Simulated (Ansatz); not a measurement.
The calculation's input:

```
crystal:
  lattice:
    - [3.3534674495, 0.0, 0.0]
    - [-1.6767337247, 2.904188002, 0.0]
    - [0.0, 0.0, 12.9282593167]
  atoms:
    - { symbol: Te, position: [0.3333333333, 0.6666666667, 0.1115803588] }
    - { symbol: Te, position: [0.6666666667, 0.3333333333, 0.6115934051] }
    - { symbol: Te, position: [0.6666666667, 0.3333333333, 0.8884196412] }
    - { symbol: Te, position: [0.3333333333, 0.6666666667, 0.3884065949] }
    - { symbol: Mo, position: [0.3333333333, 0.6666666667, 0.7500069101] }
    - { symbol: Mo, position: [0.6666666667, 0.3333333333, 0.2499930899] }
basis:
  ecutwfc: 420
kpoints:
  mp_grid: { grid: [12, 12, 4] }
hamiltonian:
  xc: pbe
  dispersion: d3bj
scf:
  occupations: { method: gaussian, width: 0.01 }
output:
  forces: true
  stress: true
  eigenvalues: true
  write_density: true
  write_potential: true
  elf: true
  volumetric_format: npy
relax:
  adjacent_minimum: "off"
  f_tol: 0.008
  max_steps: 50
  cell: { stress_tol: 0.08, p_target: 10.0 }
```

Launched as:

```sh
ansatz run input.yaml --threads 1 --pin off --max-ram 2560MiB --backend cpu --events-out ev --progress --plain --runs-dir out
```

Below, planes, directions and counts refer to the conventional cell (a = 3.36 Å, b = 3.36 Å, c = 12.94 Å, α = 90.00°, β = 90.00°, γ = 120.00°).

The fields are those of the relaxed geometry.

Space group P6₃/mmc; a structure from a database of computed crystals, not necessarily the ambient phase; computed pressure about 10 GPa in this cell; computed without spin polarisation.

Computed with DFT PBE+D3(BJ), scalar-relativistic, plane waves, PAW in Ansatz.

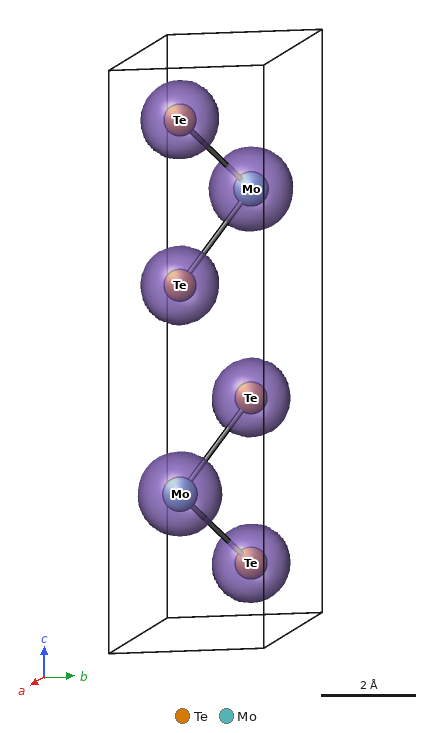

Te₂Mo. Isosurface of the valence charge density (pseudo) at 1 e/Å³ (purple), seen slightly off an axis. Sticks mark near contacts.

Question: What does this surface tell about the bonding?

Answer: At this value the density breaks into separate islands; it holds about 65 % of the electrons treated as valence (semicore included). It bridges none of the near contacts. It is pinched off along the shortest Te–Mo (2.67 Å) contacts. On the grid the lowest density along these lines, outside the cores, is 0.48 e/Å³ (Te–Mo, 2.67 Å).

Question: Does the calculation make it a metal, or give it a gap?

Answer: It is metallic or semimetallic at this level of theory: no gap opens; semilocal functionals without U, or without the true magnetic order, often close the gap of such compounds.
